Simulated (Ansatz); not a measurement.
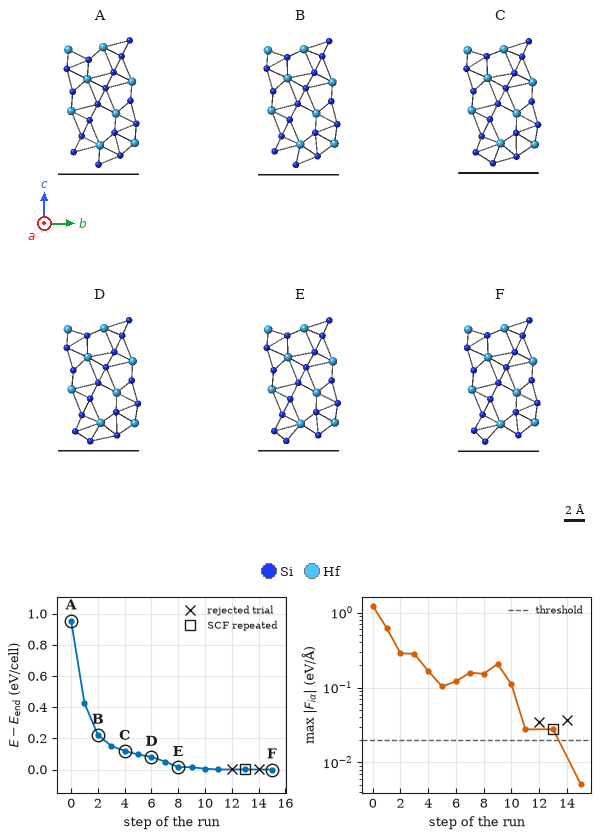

Frames of a relaxation of a slab of composition HfSi$_{2}$ (cut from the Cmcm phase), marked on the history of the run. Style: ball-and-stick. Shown: the cell of the calculation, outlined in the plane, without the vacuum (origin shifted), along the a axis.

The slab is the (0 2 1) face of HfSi2.

Method: Ansatz, DFT PBE, scalar-relativistic, plane waves, PAW.

Input
```yaml
crystal:
  lattice:
    - [3.6826381087, 0.0, 0.0]
    - [-1.8413190543, 8.1625312873, 0.0]
    - [0.0, 0.0, 27.7265484176]
  atoms:
    - { symbol: Si, position: [0.9817810182, 0.9635620364, 0.2704988694] }
    - { symbol: Si, position: [0.1186948848, 0.2373897696, 0.3038897498] }
    - { symbol: Si, position: [0.325118482, 0.6502369639, 0.3167565303] }
    - { symbol: Hf, position: [0.491080394, 0.9821607879, 0.3415704104] }
    - { symbol: Hf, position: [0.709871412, 0.4197428241, 0.3507854693] }
    - { symbol: Si, position: [0.875833324, 0.7516666481, 0.3755993493] }
    - { symbol: Si, position: [0.0822569212, 0.1645138424, 0.3884661298] }
    - { symbol: Si, position: [0.2191707878, 0.4383415756, 0.4218570103] }
    - { symbol: Si, position: [0.425594385, 0.8511887699, 0.4347237908] }
    - { symbol: Hf, position: [0.591556297, 0.183112594, 0.4595376708] }
    - { symbol: Hf, position: [0.810347315, 0.6206946301, 0.4687527297] }
    - { symbol: Si, position: [0.976309227, 0.9526184541, 0.4935666098] }
    - { symbol: Si, position: [0.1827328242, 0.3654656484, 0.5064333902] }
    - { symbol: Si, position: [0.3196466908, 0.6392933816, 0.5398242707] }
    - { symbol: Si, position: [0.526070288, 0.052140576, 0.5526910512] }
    - { symbol: Hf, position: [0.6920322, 0.3840644, 0.5775049312] }
    - { symbol: Hf, position: [0.910823218, 0.8216464361, 0.5867199901] }
    - { symbol: Si, position: [0.07678513, 0.1535702601, 0.6115338702] }
    - { symbol: Si, position: [0.2832087272, 0.5664174544, 0.6244006507] }
    - { symbol: Si, position: [0.4201225938, 0.8402451876, 0.6577915311] }
    - { symbol: Si, position: [0.626546191, 0.253092382, 0.6706583116] }
    - { symbol: Hf, position: [0.792508103, 0.585016206, 0.6954721916] }
    - { symbol: Hf, position: [0.011299121, 0.0225982421, 0.7046872505] }
    - { symbol: Si, position: [0.177261033, 0.3545220661, 0.7295011306] }
basis:
  ecutwfc: 420
kpoints:
  mp_grid: { grid: [10, 5, 1] }
hamiltonian:
  xc: pbe
scf:
  occupations: { method: gaussian, width: 0.1 }
output:
  forces: true
  eigenvalues: true
  write_density: true
  write_potential: true
  elf: true
  volumetric_format: npy
relax:
  adjacent_minimum: "off"
  f_tol: 0.02
  max_steps: 60
efield:
  axis: 3
  dipole_correction: true
  ramp_width: 0.04
```

Run as
```bash
ansatz run input.yaml --threads 8 --pin off --max-ram 15360MiB --backend cpu --events-out ev --progress --plain --runs-dir out
```

Q: Describe the path.

A: The energy falls by 0.956 eV per cell of the calculation in 12 accepted moves (15 points after the start). Largest force component: 1.2 eV/Å at the start, 0.0051 eV/Å at the end. The line search rejected the trial steps at points 12, 14 of the run. 1 step only repeated the SCF at the same geometry. The atom that moves furthest relative to the layer's centre is Si1 (1.39 Å at 81° to the normal (+c side)). By element the largest moves are Si 1.39 Å, Hf 0.26 Å. The lattice vectors keep their values. Among the contacts that change: Si1–Si2 2.419 → 3.477 Å, Si1–Si3 3.402 → 2.439 Å, Si1–Si6 3.389 → 2.772 Å, Si1–Hf4 2.701 → 3.022 Å. Among the angles between lasting bonds that change: Si20–Hf23–Si21 131.1° → 147.8°, Si18–Hf23–Si20 76.5° → 90.5°, Si18–Hf23–Si20 76.5° → 90.5°. The run took 28 min on 8 threads of Arm Neoverse V1 (shared host), peak memory 6.1 GiB. From step 0 to 2: Si20 moves most (0.30 Å), energy −0.733 eV per cell of the calculation. From step 2 to 4: Si1 moves most (0.35 Å), energy −0.103 eV per cell of the calculation. From step 4 to 6: Si1 moves most (0.30 Å), energy −38.4 meV per cell of the calculation. From step 6 to 8: Si1 moves most (0.39 Å), energy −65.6 meV per cell of the calculation. From step 8 to 15: Si1 moves most (0.15 Å), energy −15.2 meV per cell of the calculation.
